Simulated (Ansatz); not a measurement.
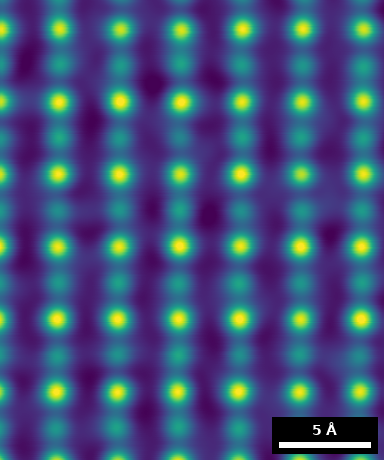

HAADF-like image of Sr (P6/mmm, No. 191). Simulation: incoherent imaging, intensity Z^1.7 per atom, probe width 1.30 Å, thin sample. The probe carries 25 % of its weight in a tail 2.5 times as wide. A slight drift and the speckle of an amorphous layer were added. Structure: a calculation's starting geometry; the starting structure was generated, so it need not be a known form of this composition.

```
Sr
1.0
     6.72887    0.00000    0.00000
    -3.36444    5.82737    0.00000
     0.00000    0.00000    4.01389
Sr
3
Direct
  0.00000 0.00000 0.00000
  0.33333 0.66667 0.50000
  0.66667 0.33333 0.50000
```

### Along which zone axis is the crystal seen: [211], [210], [101] or [212]? (Directions equivalent by symmetry count as one.)

[210]. The projected cells are 3.80 × 3.86 Å, 119° for [211]; 3.36 × 4.01 Å, 90° for [210]; 3.45 × 6.08 Å, 106° for [101]; 3.31 × 3.36 Å, 90° for [212], and the image repeats as the [210] one does.
